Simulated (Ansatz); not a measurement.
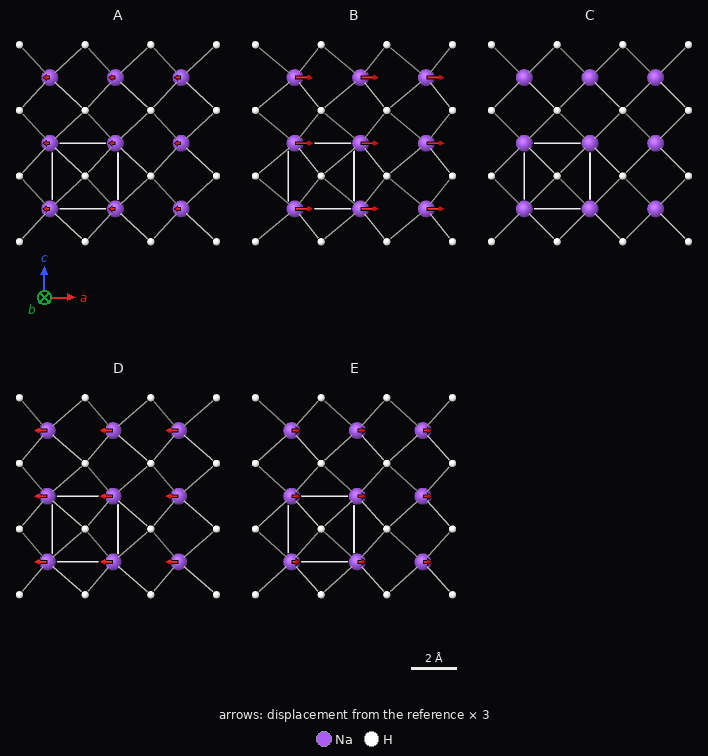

Energy scan for a crystal of NaH (Pm-3m), in which the whole Na sublattice is shifted rigidly, towards the nearest copy of atom 1 (Na) at 2.955 Å, all else fixed. A ball-and-stick model of the cell of the calculation, repeated 2 × 3 × 2 with one cell outlined, seen along the b axis. Red arrows: displacements from the reference.

All numbers below come from Ansatz 0.2.0, DFT PBEsol, scalar-relativistic, plane waves, PAW. Settings: plane-wave cutoff 420 eV; k-point mesh 10 × 10 × 10; occupations gaussian; smearing width 0.05 eV; no spin polarisation. Energies (free energies at the smearing named) are counted from the cell as listed in its source, which wasn't relaxed.

### Order these geometries by energy, lowest first.

Lowest first: C (the displacement 0.00 Å, 0.0 meV/cell), A (the displacement 0.1125 Å, 2.7 meV/cell), E (the displacement −0.15 Å, 4.8 meV/cell), D (the displacement 0.225 Å, 10.9 meV/cell), B (the displacement −0.30 Å, 19.3 meV/cell). Over the whole scan: the lowest computed point lies at the displacement 0.00 Å (0.0 meV/cell). The curvature at zero is about 0.43 eV/Å² per cell. The well is symmetric. At the highest point the shortest interatomic distance is 2.40 Å, against 2.56 Å in the reference. The distortion takes the space group from Pm-3m to P4mm.
